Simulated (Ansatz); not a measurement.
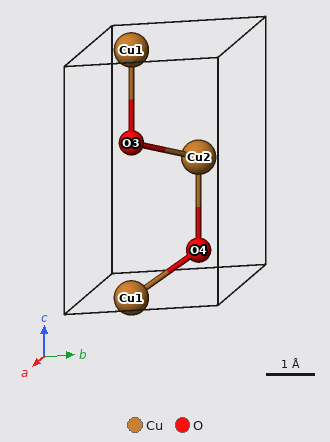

Fig. 1: The structure as given in the input (ball-and-stick view of the cell of the calculation, seen slightly off an axis; atoms are numbered from 1 in the order of the input). Near neighbours in the crystal (not all of them lie inside the picture): Cu has 4 O at 2.01 to 2.02 Å; O has 4 Cu at 2.01 to 2.02 Å.

# CuO: a changed input and its effect

System: CuO (4 atoms in the cell).
Method of run 1: DFT LDA+U+J, spin-orbit coupling, plane waves, PAW, U = 7 eV, J = 0.7 eV on Cu atom 1 d; U = 7 eV, J = 0.7 eV on Cu atom 2 d (Ansatz 0.2.0).

The structure was built on a prototype by a generator; it need not be a known phase. Text and figures count atoms from 1; the logs count them from 0 in places.

**Input, run 1**
```yaml
crystal:
  lattice:
    - [3.28802443, 0.0, 0.0]
    - [-1.64401221, 2.84751268, 0.0]
    - [0.0, 0.0, 5.38502486]
  atoms:
    - { symbol: Cu, position: [0.6666666667, 0.3333333333, 0.0], spin: 1.0, spin_axis: [0.0, 0.0, 1.0] }
    - { symbol: Cu, position: [0.3333333333, 0.6666666667, 0.5], spin: 1.0, spin_axis: [0.0, 0.0, -1.0] }
    - { symbol: O, position: [0.6666666667, 0.3333333333, 0.6252] }
    - { symbol: O, position: [0.3333333333, 0.6666666667, 0.1252] }
basis:
  ecutwfc: 420
  ecutrho_ratio: 4
kpoints:
  mp_grid: { grid: [7, 7, 4] }
hamiltonian:
  xc: lda
  hubbard:
    sites:
      - { site: 0, l: d, u: 7.0, j: 0.7, starting_ns: [{ occupation_matrix: s0 }] }
      - { site: 1, l: d, u: 7.0, j: 0.7, starting_ns: [{ occupation_matrix: s1 }] }
    occupation_matrices:
      s0:
        spinor_matrix:
          - [[0.97, 0.0], [0.0, 0.0], [0.0, 0.0], [0.0, 0.0], [0.0, 0.0], [0.0, 0.0], [0.0, 0.0], [0.0, 0.0], [0.0, 0.0], [0.0, 0.0]]
          - [[0.0, 0.0], [0.97, 0.0], [0.0, 0.0], [0.0, 0.0], [0.0, 0.0], [0.0, 0.0], [0.0, 0.0], [0.0, 0.0], [0.0, 0.0], [0.0, 0.0]]
          - [[0.0, 0.0], [0.0, 0.0], [0.97, 0.0], [0.0, 0.0], [0.0, 0.0], [0.0, 0.0], [0.0, 0.0], [0.0, 0.0], [0.0, 0.0], [0.0, 0.0]]
          - [[0.0, 0.0], [0.0, 0.0], [0.0, 0.0], [0.97, 0.0], [0.0, 0.0], [0.0, 0.0], [0.0, 0.0], [0.0, 0.0], [0.0, 0.0], [0.0, 0.0]]
          - [[0.0, 0.0], [0.0, 0.0], [0.0, 0.0], [0.0, 0.0], [0.97, 0.0], [0.0, 0.0], [0.0, 0.0], [0.0, 0.0], [0.0, 0.0], [0.0, 0.0]]
          - [[0.0, 0.0], [0.0, 0.0], [0.0, 0.0], [0.0, 0.0], [0.0, 0.0], [0.97, 0.0], [0.0, 0.0], [0.0, 0.0], [0.0, 0.0], [0.0, 0.0]]
          - [[0.0, 0.0], [0.0, 0.0], [0.0, 0.0], [0.0, 0.0], [0.0, 0.0], [0.0, 0.0], [0.02, 0.0], [0.0, 0.0], [0.0, 0.0], [0.0, 0.0]]
          - [[0.0, 0.0], [0.0, 0.0], [0.0, 0.0], [0.0, 0.0], [0.0, 0.0], [0.0, 0.0], [0.0, 0.0], [0.97, 0.0], [0.0, 0.0], [0.0, 0.0]]
          - [[0.0, 0.0], [0.0, 0.0], [0.0, 0.0], [0.0, 0.0], [0.0, 0.0], [0.0, 0.0], [0.0, 0.0], [0.0, 0.0], [0.97, 0.0], [0.0, 0.0]]
          - [[0.0, 0.0], [0.0, 0.0], [0.0, 0.0], [0.0, 0.0], [0.0, 0.0], [0.0, 0.0], [0.0, 0.0], [0.0, 0.0], [0.0, 0.0], [0.97, 0.0]]
      s1:
        spinor_matrix:
          - [[0.97, 0.0], [0.0, 0.0], [0.0, 0.0], [0.0, 0.0], [0.0, 0.0], [0.0, 0.0], [0.0, 0.0], [0.0, 0.0], [0.0, 0.0], [0.0, 0.0]]
          - [[0.0, 0.0], [0.02, 0.0], [0.0, 0.0], [0.0, 0.0], [0.0, 0.0], [0.0, 0.0], [0.0, 0.0], [0.0, 0.0], [0.0, 0.0], [0.0, 0.0]]
          - [[0.0, 0.0], [0.0, 0.0], [0.97, 0.0], [0.0, 0.0], [0.0, 0.0], [0.0, 0.0], [0.0, 0.0], [0.0, 0.0], [0.0, 0.0], [0.0, 0.0]]
          - [[0.0, 0.0], [0.0, 0.0], [0.0, 0.0], [0.97, 0.0], [0.0, 0.0], [0.0, 0.0], [0.0, 0.0], [0.0, 0.0], [0.0, 0.0], [0.0, 0.0]]
          - [[0.0, 0.0], [0.0, 0.0], [0.0, 0.0], [0.0, 0.0], [0.97, 0.0], [0.0, 0.0], [0.0, 0.0], [0.0, 0.0], [0.0, 0.0], [0.0, 0.0]]
          - [[0.0, 0.0], [0.0, 0.0], [0.0, 0.0], [0.0, 0.0], [0.0, 0.0], [0.97, 0.0], [0.0, 0.0], [0.0, 0.0], [0.0, 0.0], [0.0, 0.0]]
          - [[0.0, 0.0], [0.0, 0.0], [0.0, 0.0], [0.0, 0.0], [0.0, 0.0], [0.0, 0.0], [0.97, 0.0], [0.0, 0.0], [0.0, 0.0], [0.0, 0.0]]
          - [[0.0, 0.0], [0.0, 0.0], [0.0, 0.0], [0.0, 0.0], [0.0, 0.0], [0.0, 0.0], [0.0, 0.0], [0.97, 0.0], [0.0, 0.0], [0.0, 0.0]]
          - [[0.0, 0.0], [0.0, 0.0], [0.0, 0.0], [0.0, 0.0], [0.0, 0.0], [0.0, 0.0], [0.0, 0.0], [0.0, 0.0], [0.97, 0.0], [0.0, 0.0]]
          - [[0.0, 0.0], [0.0, 0.0], [0.0, 0.0], [0.0, 0.0], [0.0, 0.0], [0.0, 0.0], [0.0, 0.0], [0.0, 0.0], [0.0, 0.0], [0.97, 0.0]]
    ns_hold: { iters: 12 }
scf:
  occupations: { method: gaussian, width: 0.05 }
  lower_state_search: "off"
  max_iter: 150
output:
  forces: true
  stress: true
  eigenvalues: true
  populations: true
  hubbard: { sites: [{ site: 0, l: d }, { site: 1, l: d }] }
magnetization:
  noncollinear: true
  spin_orbit: true
```

Launched with:
```bash
ansatz run input.yaml --threads 4 --pin off --max-ram 6144MiB --backend cpu --events-out ev --progress --plain --runs-dir out
```

Hardware: 4 threads of Intel Xeon (Emerald Rapids), 12 GiB of memory available, shared host.

**Output, shortened to warnings, some set-up lines, iterations and results (run 1)**
```
Warning: crystal.symmetry: narrowed to the stabiliser of the occupation matrices — unitary ops 6 → 2, anti-unitary 6 → 2; lowered by the specified shells (site 0, l: d), (site 1, l: d); largest admitted image defect 1.7e-9, smallest excluded 7.1e-1 — at a splitting's scale: the group the occupation matrices' own texture admits
Warning: output.stress: scf.convergence.dr2_threshold = 1e-7 eV (the SCF's general default) is looser than the 4e-10 eV advised for a printed stress (1e-10 eV for each atom of the cell: 4). What an SCF threshold leaves in a stress goes as its square root, and in the free energy as the threshold itself, and one threshold admits the most on a small cell: of the crystals measured, under no hybrid …
WARN: hamiltonian.hubbard: on 2 of 2 specified blocks the occupation matrix of this SCF's result fails the test of the specified filling. At site 0 (sites count from 0 in the list of atoms of the cell that this SCF solves) the least filled combination of the orbitals specified full has occupation 0.887, and the fullest combination of the orbitals specified empty has occupation 0.969; the filling …
Basis set: ecut = 420 eV, 989 PW (Γ)
Symmetry: 2 space group operations + 2 with time reversal
k-points: 84 of 196 (time reversal used)
Initial density: superposition of atomic densities (chi_scale 0.1, normalization cell, long waves kept (reshape's long-wave potential 0.00 eV rms))
[...]
SCF iter   1: F=—  HF=-14214.665461 eV  |F-HF|=—  |Δ(HF+E_count)|=         —  Δρ=1.01e-1  dr2=2.35e0  dr2_m=4.70e-1  ethr=3.10e-3  |M|=2.64e-3 ∫|m|=1.96e0 μB  |m|>n=0.0e0 …
SCF iter   2: F=—  HF=-14214.551588 eV  |F-HF|=—  |Δ(HF+E_count)|=   1.14e-1  Δρ=6.16e-2  dr2=7.38e-1  dr2_m=2.13e-1  ethr=3.10e-3  |M|=3.51e-3 ∫|m|=1.91e0 μB  |m|>n=0.0e0 …
SCF iter   3: F=—  HF=-14214.491662 eV  |F-HF|=—  |Δ(HF+E_count)|=   5.99e-2  Δρ=3.00e-2  dr2=1.46e-1  dr2_m=1.04e-1  ethr=1.48e-3  |M|=4.19e-3 ∫|m|=1.88e0 μB  |m|>n=0.0e0 …
SCF iter   4: F=—  HF=-14214.474783 eV  |F-HF|=—  |Δ(HF+E_count)|=   1.69e-2  Δρ=2.19e-2  dr2=5.55e-3  dr2_m=5.56e-2  ethr=2.92e-4  |M|=4.62e-3 ∫|m|=1.86e0 μB  |m|>n=0.0e0 …
SCF iter   5: F=—  HF=-14214.496435 eV  |F-HF|=—  |Δ(HF+E_count)|=   2.17e-2  Δρ=1.57e-2  dr2=1.93e-3  dr2_m=2.84e-2  ethr=1.11e-5  |M|=4.74e-3 ∫|m|=1.87e0 μB  |m|>n=0.0e0 …
[... 52 lines ...]
SCF iter  58: F=—  HF=-14215.926727 eV  |F-HF|=—  |Δ(HF+E_count)|=   8.24e-7  Δρ=3.83e-5  dr2=2.25e-8  dr2_m=2.28e-7  ethr=2.00e-10  |M|=1.66e0 ∫|m|=1.69e0 μB  |m|>n=0.0e0 …
SCF iter  59: F=-14215.926727 eV  HF=-14215.926727 eV  |F-HF|=1.15e-8  |Δ(HF+E_count)|=   2.34e-7  Δρ=9.49e-6  dr2=1.56e-9  dr2_m=1.24e-8  ethr=4.50e-11  |M|=1.66e0 …
SCF iter  60: F=-14215.926727 eV  HF=-14215.926727 eV  |F-HF|=8.53e-10  |Δ(HF+E_count)|=   2.55e-8  Δρ=6.23e-6  dr2=1.04e-9  dr2_m=5.00e-9  ethr=3.12e-12  |M|=1.66e0 …
SCF iter  61: F=-14215.926727 eV  HF=-14215.926727 eV  |F-HF|=2.84e-9  |Δ(HF+E_count)|=   4.87e-9  Δρ=2.75e-6  dr2=1.99e-9  dr2_m=1.94e-10  ethr=2.08e-12  |M|=1.66e0 …
SCF 1 converged in 61 iterations: F = -14215.926727 eV  dr2 = 1.99e-9
SCF converged after 61 iterations
Magnetization: |M| = 1.6564 μB,  M = (-0.0000, -1.6564, +0.0000) μB
Absolute magnetization: 1.6933 μB (∫|m|, with the PAW one-centre terms)
  site 0: m = (-0.0000, -0.3596, +0.0000) μB, |m| = 0.3596 μB  (R = 0.83 Å)
  site 1: m = (-0.0000, -0.3596, -0.0000) μB, |m| = 0.3596 μB  (R = 0.83 Å)
  site 2: m = (-0.0000, -0.4338, -0.0000) μB, |m| = 0.4338 μB  (R = 0.83 Å)
  site 3: m = (-0.0000, -0.4338, +0.0000) μB, |m| = 0.4338 μB  (R = 0.83 Å)
Free energy (F): -14215.926727 eV
Harris-Foulkes:  -14215.926727 eV  (|F-HF|=2.84e-9)
Internal energy: -14215.922204 eV  (E = F + TS)
E sigma→0 (E₀):  -14215.924466 eV
Entropy (-TS):   -0.004523 eV (-1.131 meV/atom)
Fermi energy:    6.888590 eV
--- Per-component energies (eV) ---
  E_band       = -1055.875912
  E_kinetic    = 935.923997
  E_local      = -10687.995133  (includes V_loc(G=0)·N_el)
  E_nonlocal   = 905.230364
  E_hartree    = 4625.692049
  E_xc         = -315.248433
  E_vxc        = -407.150941  (∫ρ·V_xc dr)
  E_hubbard    = 2.348198  (on-site DFT+U / exact-exchange correction)
  E_vhub       = -55.713466  (the Hubbard potential's part of the band-sum identity)
  E_paw        = -3491.733331  (= ΣΔE_a)
  E_vpaw       = -997.554462  (= ΣTr[D̂ρ^β])
  E_aug_tail   = 0.005457  (compensation charges beyond the density's cutoff)
  E_ewald      = -6191.243701
  E_core_change = 1.098330  (= ΣΔE_core)
  E_smearing   = -0.004523  (= −TS)
  E_closure    = -0.000000  (closes the sum)
  Σ components = -14215.926727   (vs F -14215.926727, Δ=0.00e0)
--- DFT+U+J on-site energies (Liechtenstein; fll double counting; per corrected site; eV) ---
  site 0 (l=d): U=7.0000  J=0.7000  Tr N=9.5889  E_int=276.672973  E_dc=275.498874  E_U=1.174099
  site 1 (l=d): U=7.0000  J=0.7000  Tr N=9.5889  E_int=276.672973  E_dc=275.498874  E_U=1.174099
--- Hubbard shell moments (per corrected site; Tr N, ν in electrons; μ in μ_B) ---
  shell 0: Tr N=9.5889  μ_S=(-0.0000, -0.3239, +0.0000)  μ_L=(-0.0000, -0.0425, +0.0003)  μ=(-0.0000, -0.3664, +0.0004)  ν=0.0177 along (-0.000, -1.000, +0.000)
  shell 1: Tr N=9.5889  μ_S=(-0.0000, -0.3239, -0.0000)  μ_L=(-0.0000, -0.0425, -0.0003)  μ=(-0.0000, -0.3664, -0.0004)  ν=0.0177 along (-0.000, -1.000, -0.000)
--- Specified on-site occupations, and those of the state reported ---
  electrons in the specified blocks: 17.5000 specified, 19.1778 found
  site 1 (l=d): largest change of an orbital's occupation 0.9510; electrons 8.7500 specified, 9.5889 found; spectral distance 0.8703
  site 0 (l=d): largest change of an orbital's occupation 0.9510; electrons 8.7500 specified, 9.5889 found; spectral distance 0.8703
--- Forces (eV/Å), atoms counted from 1 ---
[...]
```

The input of run 2 differs as follows (lines with − go, lines with + come):
```diff
-    - { symbol: Cu, position: [0.6666666667, 0.3333333333, 0.0], spin: 1.0, spin_axis: [0.0, 0.0, 1.0] }
-    - { symbol: Cu, position: [0.3333333333, 0.6666666667, 0.5], spin: 1.0, spin_axis: [0.0, 0.0, -1.0] }
+    - { symbol: Cu, position: [0.6666666667, 0.3333333333, 0.0], spin: 0.3, spin_axis: [0.0, 0.0, 1.0] }
+    - { symbol: Cu, position: [0.3333333333, 0.6666666667, 0.5], spin: 0.3, spin_axis: [0.0, 0.0, -1.0] }
-          - [[0.0, 0.0], [0.0, 0.0], [0.0, 0.0], [0.0, 0.0], [0.0, 0.0], [0.0, 0.0], [0.02, 0.0], [0.0, 0.0], [0.0, 0.0], [0.0, 0.0]]
+          - [[0.0, 0.0], [0.0, 0.0], [0.0, 0.0], [0.0, 0.0], [0.0, 0.0], [0.0, 0.0], [0.97, 0.0], [0.0, 0.0], [0.0, 0.0], [0.0, 0.0]]
-          - [[0.0, 0.0], [0.02, 0.0], [0.0, 0.0], [0.0, 0.0], [0.0, 0.0], [0.0, 0.0], [0.0, 0.0], [0.0, 0.0], [0.0, 0.0], [0.0, 0.0]]
+          - [[0.0, 0.0], [0.97, 0.0], [0.0, 0.0], [0.0, 0.0], [0.0, 0.0], [0.0, 0.0], [0.0, 0.0], [0.0, 0.0], [0.0, 0.0], [0.0, 0.0]]
-    ns_hold: { iters: 12 }
+    ns_hold: until_converged
```

What does this change do to the results?

With the same functional and potentials, run 2 lies 12.8 meV per atom higher. The net moment of the cell goes from 1.66 to 0.00 μB. The pressure goes from −15.67 to −16.57 GPa. The irreducible k-points go from 84 to 36. On the same kind of shared host run 2 took about 0.21 times as long.

**Output, shortened to warnings, some set-up lines, iterations and results (run 2)**
```
Warning: output.stress: scf.convergence.dr2_threshold = 1e-7 eV (the SCF's general default) is looser than the 4e-10 eV advised for a printed stress (1e-10 eV for each atom of the cell: 4). What an SCF threshold leaves in a stress goes as its square root, and in the free energy as the threshold itself, and one threshold admits the most on a small cell: of the crystals measured, under no hybrid …
WARN: the starting moments were not kept: the SCF closed with an absolute magnetisation of 2.7e-5 μB, where they sum to 0.6 μB in size (2 sites). That is at most 0.1 of that sum. Measured as dr2_m measures the in/out step, that magnetisation stands 3.7e-10 eV from none, at or under the dr2_threshold of 1.0e-7 eV: it is no larger than a step whose dr2_m would equal this threshold. The system may …
Basis set: ecut = 420 eV, 989 PW (Γ)
Symmetry: 6 space group operations + 6 with time reversal
k-points: 36 of 196 (time reversal used)
Initial density: superposition of atomic densities (chi_scale 0.1, normalization cell, long waves kept (reshape's long-wave potential 0.00 eV rms))
[...]
SCF iter   1: F=—  HF=-14216.477327 eV  |F-HF|=—  |Δ(HF+E_count)|=         —  Δρ=1.04e-1  dr2=4.33e0  dr2_m=3.07e-1  ethr=3.10e-3  |M|=3.20e-17 ∫|m|=1.29e-1 μB  |m|>n=0.0e0 …
SCF iter   2: F=—  HF=-14215.710495 eV  |F-HF|=—  |Δ(HF+E_count)|=   7.67e-1  Δρ=3.41e-2  dr2=2.35e-1  dr2_m=1.28e-1  ethr=3.10e-3  |M|=3.96e-17 ∫|m|=1.69e-1 μB  |m|>n=0.0e0 …
SCF iter   3: F=—  HF=-14215.724692 eV  |F-HF|=—  |Δ(HF+E_count)|=   1.42e-2  Δρ=2.45e-2  dr2=6.22e-2  dr2_m=6.92e-2  ethr=4.69e-4  |M|=3.95e-17 ∫|m|=1.61e-1 μB  |m|>n=0.0e0 …
SCF iter   4: F=—  HF=-14215.798184 eV  |F-HF|=—  |Δ(HF+E_count)|=   7.35e-2  Δρ=1.78e-2  dr2=3.58e-2  dr2_m=3.66e-2  ethr=1.24e-4  |M|=3.19e-17 ∫|m|=1.57e-1 μB  |m|>n=0.0e0 …
SCF iter   5: F=—  HF=-14215.832055 eV  |F-HF|=—  |Δ(HF+E_count)|=   3.39e-2  Δρ=1.35e-2  dr2=9.92e-3  dr2_m=2.10e-2  ethr=7.15e-5  |M|=3.45e-17 ∫|m|=1.46e-1 μB  |m|>n=0.0e0 …
[... 22 lines ...]
SCF iter  28: F=-14215.875494 eV  HF=-14215.875494 eV  |F-HF|=2.28e-9  |Δ(HF+E_count)|=   1.90e-9  Δρ=7.68e-6  dr2=3.41e-11  dr2_m=6.82e-9  ethr=1.00e-12  |M|=3.06e-18 …
SCF iter  29: F=-14215.875494 eV  HF=-14215.875494 eV  |F-HF|=2.18e-9  |Δ(HF+E_count)|=  3.29e-10  Δρ=7.59e-6  dr2=8.52e-11  dr2_m=6.66e-9  ethr=1.00e-12  |M|=3.40e-18 …
SCF iter  30: F=-14215.875494 eV  HF=-14215.875494 eV  |F-HF|=1.57e-9  |Δ(HF+E_count)|=   4.39e-9  Δρ=6.41e-6  dr2=2.27e-11  dr2_m=4.75e-9  ethr=1.00e-12  |M|=3.00e-18 …
SCF iter  31: F=-14215.875494 eV  HF=-14215.875494 eV  |F-HF|=5.46e-12  |Δ(HF+E_count)|=   1.09e-8  Δρ=2.60e-7  dr2=4.06e-12  dr2_m=7.83e-12  ethr=1.00e-12  |M|=5.00e-18 …
SCF 1 converged in 31 iterations: F = -14215.875494 eV  dr2 = 4.06e-12
SCF converged after 31 iterations
Magnetization: |M| = 0.0000 μB,  M = (+0.0000, -0.0000, +0.0000) μB
Absolute magnetization: 0.0000 μB (∫|m|, with the PAW one-centre terms)
  site 0: m = (+0.0000, -0.0000, -0.0000) μB, |m| = 0.0000 μB  (R = 0.83 Å)
  site 1: m = (+0.0000, -0.0000, +0.0000) μB, |m| = 0.0000 μB  (R = 0.83 Å)
  site 2: m = (+0.0000, +0.0000, +0.0000) μB, |m| = 0.0000 μB  (R = 0.83 Å)
  site 3: m = (+0.0000, +0.0000, -0.0000) μB, |m| = 0.0000 μB  (R = 0.83 Å)
Free energy (F): -14215.875494 eV
Harris-Foulkes:  -14215.875494 eV  (|F-HF|=5.46e-12)
Internal energy: -14215.866553 eV  (E = F + TS)
E sigma→0 (E₀):  -14215.871024 eV
Entropy (-TS):   -0.008941 eV (-2.235 meV/atom)
Fermi energy:    6.791217 eV
--- Per-component energies (eV) ---
  E_band       = -1055.088122
  E_kinetic    = 935.743028
  E_local      = -10689.169829  (includes V_loc(G=0)·N_el)
  E_nonlocal   = 905.631141
  E_hartree    = 4626.899910
  E_xc         = -315.169777
  E_vxc        = -407.038796  (∫ρ·V_xc dr)
  E_hubbard    = 2.381985  (on-site DFT+U / exact-exchange correction)
  E_vhub       = -55.709190  (the Hubbard potential's part of the band-sum identity)
  E_paw        = -3492.043079  (= ΣΔE_a)
  E_vpaw       = -998.349549  (= ΣTr[D̂ρ^β])
  E_aug_tail   = 0.005439  (compensation charges beyond the density's cutoff)
  E_ewald      = -6191.243701
  E_core_change = 1.098330  (= ΣΔE_core)
  E_smearing   = -0.008941  (= −TS)
  E_closure    = 0.000000  (closes the sum)
  Σ components = -14215.875494   (vs F -14215.875494, Δ=0.00e0)
--- DFT+U+J on-site energies (Liechtenstein; fll double counting; per corrected site; eV) ---
  site 0 (l=d): U=7.0000  J=0.7000  Tr N=9.5989  E_int=277.317121  E_dc=276.126128  E_U=1.190992
  site 1 (l=d): U=7.0000  J=0.7000  Tr N=9.5989  E_int=277.317121  E_dc=276.126128  E_U=1.190992
--- Hubbard shell moments (per corrected site; Tr N, ν in electrons; μ in μ_B) ---
  shell 0: Tr N=9.5989  μ_S=(-0.0000, -0.0000, -0.0000)  μ_L=(-0.0000, -0.0000, -0.0000)  μ=(-0.0000, -0.0000, -0.0000)  ν=0.0204 (axis n/a)
  shell 1: Tr N=9.5989  μ_S=(+0.0000, -0.0000, +0.0000)  μ_L=(-0.0000, -0.0000, +0.0000)  μ=(-0.0000, -0.0000, +0.0000)  ν=0.0204 (axis n/a)
--- Specified on-site occupations, and those of the state reported ---
  electrons in the specified blocks: 19.4000 specified, 19.1978 found
  site 1 (l=d): largest change of an orbital's occupation 0.0423; electrons 9.7000 specified, 9.5989 found; spectral distance 0.0887
  site 0 (l=d): largest change of an orbital's occupation 0.0423; electrons 9.7000 specified, 9.5989 found; spectral distance 0.0887
--- Forces (eV/Å), atoms counted from 1 ---
  atom   1  Cu     0.00000000    -0.00000000    -0.05072248
[...]
```

**The two runs side by side**

| quantity | run 1 | run 2 |
| --- | --- | --- |
| outcome | converged | converged |
| free energy per atom (eV) | −3553.9817 | −3553.9689 |
| energy per atom, smearing taken to zero (eV) | −3553.9811 | −3553.9678 |
| gap on the mesh (eV) | 0.00 | 0.00 |
| net moment of the cell (μB) | 1.66 | 0.00 |
| absolute moment of the cell (μB) | 1.69 | 0.00 |
| pressure (GPa) | −15.67 | −16.57 |
| largest force (eV/Å) | 0.055 | 0.051 |
| irreducible k-points | 84 | 36 |
| plane waves at Γ | 989 | 989 |
| wall time (shared host) | 97 s | 21 s |

For run 1: Warnings: the typed occupations were not kept; the SCF threshold is looser than advised for the printed stress; the occupation matrices lower the symmetry. The cell is under a tension of 15.7 GPa at this level, so it is not at its equilibrium volume. For run 2: Warnings: some starting moments were not kept; the SCF threshold is looser than advised for the printed stress. The cell is under a tension of 16.6 GPa at this level, so it is not at its equilibrium volume.
